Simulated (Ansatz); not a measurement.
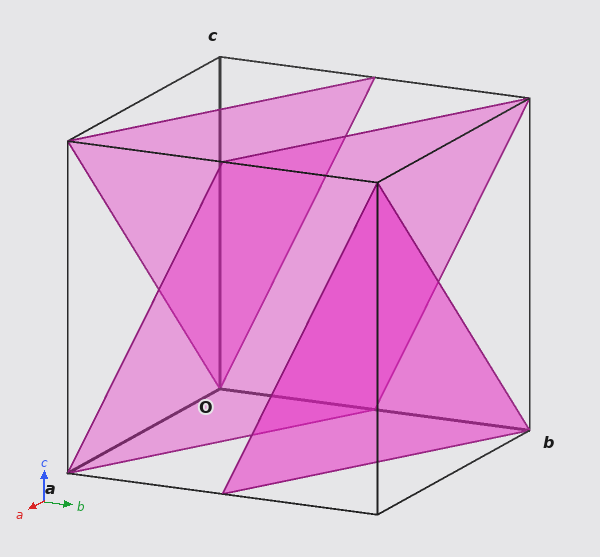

Crystal: InN, the end point of a relaxation at a target pressure of 2 GPa with DFT PBE, scalar-relativistic, plane waves, PAW in Ansatz. Every member of one family of equally spaced planes, hx + ky + lz = a whole number, that cuts the unit cell is shaded (one member passes through the origin O). Symmetry computed with spglib at a tolerance of 0.002 Å; standard conventional cell.

a = 5.023 Å, b = 5.023 Å, c = 5.023 Å, α = 90.00°, β = 90.00°, γ = 90.00°.

### What are the Miller indices?

(1 2 −1); the opposite sign names the same planes. The member next to the origin meets the axes a at 1, b at 1/2, c at −1.

### What is the spacing?

d = 2.050 Å.
